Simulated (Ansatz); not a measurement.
## GaSb₃: one change and its effect

System: GaSb₃ (Fm-3m, 4 atoms in the cell).
Method of the first run: Kohn-Sham DFT of a periodic cell, PBE0, Ansatz PAW, no spin polarisation (Ansatz 0.2.0).

The structure derives from a Materials Project entry. Text and figures count atoms from 1; the logs count them from 0 in places.

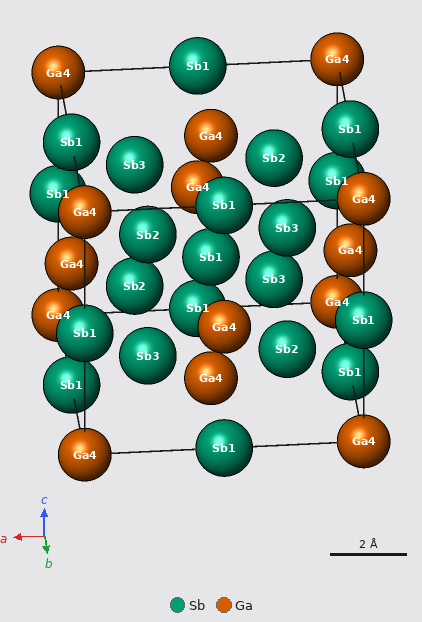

Figure 1. The structure as given in the input (spheres-only view of the cell 4 times as large as that of the calculation, set on its symmetry axes, seen at an oblique angle; atoms are numbered from 1 in the order of the input). An atom can appear more than once, as a periodic image.

## The input, the first run
```yaml
crystal:
  lattice:
    - [0.0, 3.730595, 3.730595]
    - [3.730595, 0.0, 3.730595]
    - [3.730595, 3.730595, 0.0]
  atoms:
    - { symbol: Sb, position: [0.5, 0.5, 0.5] }
    - { symbol: Sb, position: [0.75, 0.75, 0.75] }
    - { symbol: Sb, position: [0.25, 0.25, 0.25] }
    - { symbol: Ga, position: [0.0, 0.0, 0.0] }
hamiltonian:
  xc: pbe0
  pseudopotentials: { kind: paw }
kpoints:
  mp_grid: { grid: [4, 4, 4] }
scf:
  occupations: { method: fermi_dirac, width: 0.05 }
output:
  forces: true
  stress: true
  eigenvalues: true
relax:
  f_tol: 0.01
  max_steps: 40
  cell: { stress_tol: 0.05 }
```

Hardware: 1 × NVIDIA H100 80GB HBM3, 2 threads of AMD EPYC (Zen 3), 1656 GiB of memory available, shared host.

## Output, shortened to warnings, some set-up lines, iterations and results (the first run)
```
Basis set: ecut = 420 eV, 2085 PW (Γ), exchange–correlation on 72×72×72 points (8 copies of the dense FFT grid, shifted against one another)
Symmetry: 48 space group operations
k-points: 8 of 64
Initial density: superposition of atomic densities (neutral atoms: chi_scale 0, normalization atom), corrected by the library's trained network
[...]
SCF iter   1: F=—  HF=-23235.448900 eV  |F-HF|=—  |Δ(HF+E_count)|=         —  Δρ=3.35e-3  dr2=1.06e-2  ethr=1.77e-3  ⟨swp⟩=6.2  Hψ=1052  notcnv=0
SCF iter   2: F=—  HF=-23235.448617 eV  |F-HF|=—  |Δ(HF+E_count)|=   2.83e-4  Δρ=2.25e-3  dr2=4.67e-3  ethr=1.82e-5  ⟨swp⟩=3.2  Hψ=678  notcnv=0  defer=1
SCF iter   3: F=—  HF=-23235.448244 eV  |F-HF|=—  |Δ(HF+E_count)|=   3.73e-4  Δρ=6.42e-4  dr2=4.15e-4  ethr=7.34e-7  ⟨swp⟩=2.6  Hψ=1124  notcnv=0
SCF iter   4: F=—  HF=-23235.447921 eV  |F-HF|=—  |Δ(HF+E_count)|=   3.23e-4  Δρ=2.39e-4  dr2=6.86e-5  ethr=7.15e-7  ⟨swp⟩=4.0  Hψ=622  notcnv=0
SCF iter   5: F=—  HF=-23235.447917 eV  |F-HF|=—  |Δ(HF+E_count)|=   3.54e-6  Δρ=5.02e-5  dr2=2.81e-6  ethr=1.18e-7  ⟨swp⟩=3.6  Hψ=616  notcnv=0
[... 120 lines ...]
SCF iter   4: F=—  HF=-23245.879106 eV  |F-HF|=—  |Δ(HF+E_count)|=  2.18e-11  Δρ=5.75e-8  dr2=4.39e-10  ethr=1.00e-12  ⟨swp⟩=2.0  Hψ=517  notcnv=0
SCF iter   5: F=—  HF=-23245.879106 eV  |F-HF|=—  |Δ(HF+E_count)|=   3.03e-9  Δρ=5.62e-7  dr2=2.62e-10  ethr=1.00e-12  ⟨swp⟩=4.8  Hψ=724  notcnv=0
SCF iter   6: F=-23245.879106 eV  HF=-23245.879106 eV  |F-HF|=1.09e-11  |Δ(HF+E_count)|=  1.31e-10  Δρ=7.89e-8  dr2=3.18e-11  ethr=1.00e-12  ⟨swp⟩=3.1  Hψ=584  notcnv=0
SCF 16 converged in 6 iterations: F = -23245.879106 eV  dr2 = 3.18e-11
relax step   5: F+E_penalty+E_count = -23245.87910608 eV  Δ(F+E_penalty+E_count) = +2.925e-3 eV  max|allowed force component| = 9.714e-17 eV/Å  Δτ_max = 0.0000 Å  P = -0.034 …
basis re-selected at this cell: Δ(F+E_penalty+E_count) = +2.925e-3 eV, ΔP = +0.003 GPa vs the last step (what re-selecting the basis moved, of the pressure what is left beyond the Pulay correction that the steps carried, after the strain that the cell walked since its last selection, with what the …
hybrid SCF converged: 2 outer / 12 inner (+0 warm-up), last move |dexx| = 4.09e-9 eV, tail = 2.34e-10 eV
Stability not checked: this state was not tested for a lower state beside it, because the functional holds exact exchange (a hybrid, or Hartree-Fock), whose exchange loop this test does not read (fock_operator; see scf.lower_state_search)
Free energy (F): -23245.879106 eV
Frozen-core exchange: fock
Harris-Foulkes:  -23245.879106 eV  (|F-HF|=1.09e-11)
Internal energy: -23245.851569 eV  (E = F + TS)
E sigma→0 (E₀):  -23245.865338 eV
Entropy (-TS):   -0.027537 eV (-6.884 meV/atom)
Fermi energy:    11.986051 eV
--- Per-component energies (eV) ---
  E_band       = -575.092488
  E_kinetic    = 733.377228
  E_local      = -5956.005876  (includes V_loc(G=0)·N_el)
  E_nonlocal   = 1509.412169
  E_hartree    = 2764.252092
  E_xc         = -373.983536
  E_vxc        = -269.269458  (∫ρ·V_xc dr)
  E_exx        = -192.736071  (= α·E_x^exact, valence–valence)
  E_paw        = -15644.113732  (= ΣΔE_a)
  E_vpaw       = -1735.638414  (= ΣTr[D̂ρ^β])
  E_aug_tail   = -0.000127  (compensation charges beyond the density's cutoff)
  E_ewald      = -6086.233651
  E_core_change = 0.179935  (= ΣΔE_core)
  E_smearing   = -0.027537  (= −TS)
  E_closure    = -0.000000  (closes the sum)
  Σ components = -23245.879106   (vs F -23245.879106, Δ=0.00e0)
--- Forces (eV/Å), atoms counted from 1 ---
  atom   1  Sb     0.00000000    -0.00000000     0.00000000
  atom   2  Sb    -0.00000000    -0.00000000    -0.00000000
  atom   3  Sb     0.00000000     0.00000000     0.00000000
  atom   4  Ga    -0.00000000     0.00000000    -0.00000000
  max |Σ_I F_I| component: 9.25e-18 eV/Å
--- Stress (GPa, compression-positive) ---
       -0.034020      -0.000000      -0.000000
        0.000000      -0.034020       0.000000
       -0.000000      -0.000000      -0.034020
  P = ⅓ Tr σ = -0.0340 GPa (-0.340 kbar)
--- Relaxed structure (4 steps of the walk, 4 accepted, 1 SCFs on fresh bases) ---
[...]
```

The input of the second run differs as follows (lines with − go, lines with + come):
```diff
-  xc: pbe0
+  xc: hse06
```

Predict how the results change.

The total energies belong to different methods, so their difference says nothing on which is more stable or more accurate. The volume per atom goes from 23.86 to 23.92 Å³. The functional changes from PBE0 to HSE06.

## Output, shortened to warnings, some set-up lines, iterations and results (the second run)
```
Basis set: ecut = 420 eV, 2085 PW (Γ), exchange–correlation on 72×72×72 points (8 copies of the dense FFT grid, shifted against one another)
Symmetry: 48 space group operations
k-points: 8 of 64
Initial density: superposition of atomic densities (neutral atoms: chi_scale 0, normalization atom), corrected by the library's trained network
[...]
SCF iter   1: F=—  HF=-23235.448785 eV  |F-HF|=—  |Δ(HF+E_count)|=         —  Δρ=3.37e-3  dr2=1.06e-2  ethr=1.77e-3  ⟨swp⟩=6.2  Hψ=1052  notcnv=0
SCF iter   2: F=—  HF=-23235.448525 eV  |F-HF|=—  |Δ(HF+E_count)|=   2.60e-4  Δρ=2.25e-3  dr2=4.69e-3  ethr=1.83e-5  ⟨swp⟩=3.2  Hψ=676  notcnv=0  defer=1
SCF iter   3: F=—  HF=-23235.448101 eV  |F-HF|=—  |Δ(HF+E_count)|=   4.24e-4  Δρ=6.13e-4  dr2=3.72e-4  ethr=6.60e-7  ⟨swp⟩=2.6  Hψ=1124  notcnv=0
SCF iter   4: F=—  HF=-23235.447818 eV  |F-HF|=—  |Δ(HF+E_count)|=   2.83e-4  Δρ=2.35e-4  dr2=6.69e-5  ethr=6.42e-7  ⟨swp⟩=4.0  Hψ=622  notcnv=0
SCF iter   5: F=—  HF=-23235.447814 eV  |F-HF|=—  |Δ(HF+E_count)|=   3.65e-6  Δρ=4.96e-5  dr2=2.85e-6  ethr=1.15e-7  ⟨swp⟩=3.6  Hψ=617  notcnv=0
[... 102 lines ...]
SCF iter   2: F=—  HF=-23248.448921 eV  |F-HF|=—  |Δ(HF+E_count)|=   1.62e-8  Δρ=6.44e-7  dr2=5.04e-10  ethr=1.00e-12  ⟨swp⟩=3.8  Hψ=1281  notcnv=0
SCF iter   3: F=—  HF=-23248.448921 eV  |F-HF|=—  |Δ(HF+E_count)|=   1.85e-9  Δρ=5.74e-7  dr2=2.06e-10  ethr=1.00e-12  ⟨swp⟩=4.5  Hψ=797  notcnv=0
SCF iter   4: F=-23248.448921 eV  HF=-23248.448921 eV  |F-HF|=0.00e0  |Δ(HF+E_count)|=  9.82e-11  Δρ=8.33e-8  dr2=1.16e-11  ethr=1.00e-12  ⟨swp⟩=3.0  Hψ=573  notcnv=0
SCF 17 converged in 4 iterations: F = -23248.448921 eV  dr2 = 1.16e-11
relax step   5: F+E_penalty+E_count = -23248.44892067 eV  Δ(F+E_penalty+E_count) = +2.833e-3 eV  max|allowed force component| = 6.534e-17 eV/Å  Δτ_max = 0.0000 Å  P = -0.017 …
basis re-selected at this cell: Δ(F+E_penalty+E_count) = +2.833e-3 eV, ΔP = +0.004 GPa vs the last step (what re-selecting the basis moved, of the pressure what is left beyond the Pulay correction that the steps carried, after the strain that the cell walked since its last selection, with what the …
hybrid SCF converged: 2 outer / 10 inner (+0 warm-up), last move |dexx| = 2.41e-9 eV, tail = 1.28e-10 eV
Stability not checked: this state was not tested for a lower state beside it, because the functional holds exact exchange (a hybrid, or Hartree-Fock), whose exchange loop this test does not read (fock_operator; see scf.lower_state_search)
Free energy (F): -23248.448921 eV
Frozen-core exchange: fock
Harris-Foulkes:  -23248.448921 eV  (|F-HF|=0.00e0)
Internal energy: -23248.410293 eV  (E = F + TS)
E sigma→0 (E₀):  -23248.429607 eV
Entropy (-TS):   -0.038628 eV (-9.657 meV/atom)
Fermi energy:    11.923545 eV
--- Per-component energies (eV) ---
  E_band       = -553.961817
  E_kinetic    = 733.172368
  E_local      = -5963.897579  (includes V_loc(G=0)·N_el)
  E_nonlocal   = 1508.585848
  E_hartree    = 2768.014075
  E_xc         = -389.906110
  E_vxc        = -280.250369  (∫ρ·V_xc dr)
  E_exx        = -169.067613  (= α·E_x^exact, valence–valence)
  E_paw        = -15654.352571  (= ΣΔE_a)
  E_vpaw       = -1749.464786  (= ΣTr[D̂ρ^β])
  E_aug_tail   = -0.000130  (compensation charges beyond the density's cutoff)
  E_ewald      = -6081.146757
  E_core_change = 0.188177  (= ΣΔE_core)
  E_smearing   = -0.038628  (= −TS)
  E_closure    = -0.000000  (closes the sum)
  Σ components = -23248.448921   (vs F -23248.448921, Δ=0.00e0)
--- Forces (eV/Å), atoms counted from 1 ---
  atom   1  Sb     0.00000000     0.00000000     0.00000000
  atom   2  Sb    -0.00000000    -0.00000000    -0.00000000
  atom   3  Sb     0.00000000     0.00000000     0.00000000
  atom   4  Ga    -0.00000000     0.00000000     0.00000000
  max |Σ_I F_I| component: 1.85e-17 eV/Å
--- Stress (GPa, compression-positive) ---
       -0.017305      -0.000000      -0.000000
       -0.000000      -0.017305      -0.000000
       -0.000000      -0.000000      -0.017305
  P = ⅓ Tr σ = -0.0173 GPa (-0.173 kbar)
--- Relaxed structure (4 steps of the walk, 4 accepted, 1 SCFs on fresh bases) ---
[...]
```

## The two runs side by side

| quantity | the first run | the second run |
| --- | --- | --- |
| outcome | converged | converged |
| free energy per atom (eV) | −5811.4698 | −5812.1122 |
| energy per atom, smearing taken to zero (eV) | −5811.4663 | −5812.1074 |
| gap on the mesh (eV) | 0.00 | 0.00 |
| pressure (GPa) | −0.03 | −0.02 |
| volume per atom (Å³) | 23.86 | 23.92 |
| largest force (eV/Å) | 0.000 | 0.000 |
| irreducible k-points | 8 | 8 |
| wall time (shared host) | 2.3 min | 96 s |
